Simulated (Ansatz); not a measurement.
The cell of BaTiO3 in space group Pm-3m. Source of the atomic positions: the end point of a relaxation with Ansatz, DFT, PBE, plane waves, PAW.

```xyz
5
Lattice="4.0193 0.0000 0.0000 0.0000 4.0193 0.0000 0.0000 0.0000 4.0193" Properties=species:S:1:pos:R:3 pbc="T T T"
Ba    2.0096    2.0096    2.0096
Ti    0.0000    0.0000    0.0000
O     2.0096    0.0000    0.0000
O     0.0000    2.0096    0.0000
O     0.0000    0.0000    2.0096
```

Bond valence s = exp((R0 − d)/b), R0 fitted to published crystal structures with b = 0.37 Å, summed over all anions within 5 Å; R0 in Å: Ba2+–O 2.279; Ti4+–O 1.801.

Calculate the bond-valence sums (anions within 5 Å).

Answer.
```csv
site,"x, y, z",formal valence,bond-valence sum,difference
Ba1,"0.500, 0.500, 0.500",+2,2.64,0.64
Ti1,"0.000, 0.000, 0.000",+4,3.43,-0.57
O1,"0.500, 0.000, 0.000",−2,2.02,0.02
```

The global instability index (root mean square of the differences over all atoms) is 0.38 v.u.: above 0.2, which by the usual rule of thumb marks a strained structure. Cells relaxed with PBE tend to have slightly long bonds, which lowers the sums.

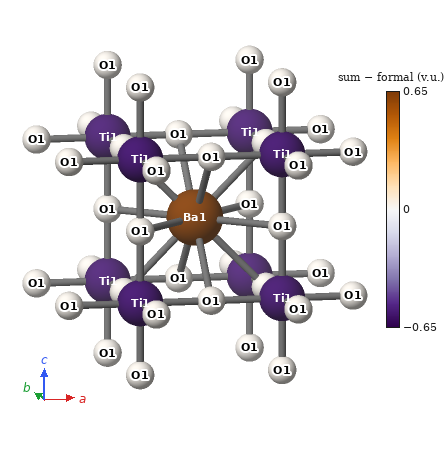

Atoms coloured by sum less the size of the formal valence, view slightly off an axis.
